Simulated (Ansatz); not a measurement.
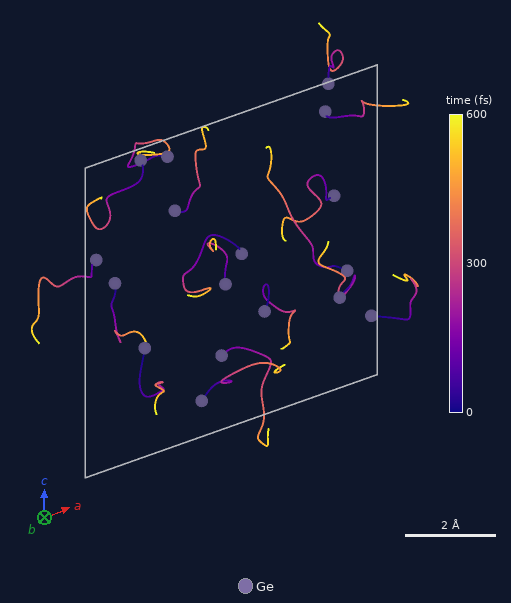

A Born-Oppenheimer molecular dynamics run of Ge with an interstitial Ge (17 atoms in the cell), 600 fs long. It starts from the last geometry of an earlier run, with fresh velocities. Lines trace each atom's path, coloured by time; spheres stand at the starting positions. Seen along the b axis in the reduced simulation cell.

These are results of DFT PBEsol, scalar-relativistic, plane waves, PAW in Ansatz 0.2.0, not measurements. Run with plane-wave cutoff 420 eV; k-point mesh 2 × 2 × 2; Fermi-Dirac smearing 0.15 eV; low-accuracy preset; constant energy (NVE); velocities drawn for 1680 K; time step 3 fs.

### Describe the motion.

In the second half of the run the atoms are, in the root-mean-square, this far from where they began (common drift taken out): Ge 1.61 Å. That is a large part of the typical shortest distance between atoms in the first frame, about 2.5 Å and still growing: the atoms leave their places as in a liquid. Over the second half the temperature averages 1555 K (spread ±156 K). The potential energy in the second half lies on average 15.2 meV per atom above the first frame. The self-consistency threshold is loose, so the forces are noisy.

Limits of the set-up: the k-point mesh is coarse for a cell with partly filled bands; the program's low-accuracy preset was used; the periodic images lie only 8.0 Å apart, so the values are limited by the cell's size.

The run took 20 min on 2 threads of Arm Neoverse V2, with other jobs on the host, peak memory 1.2 GiB.
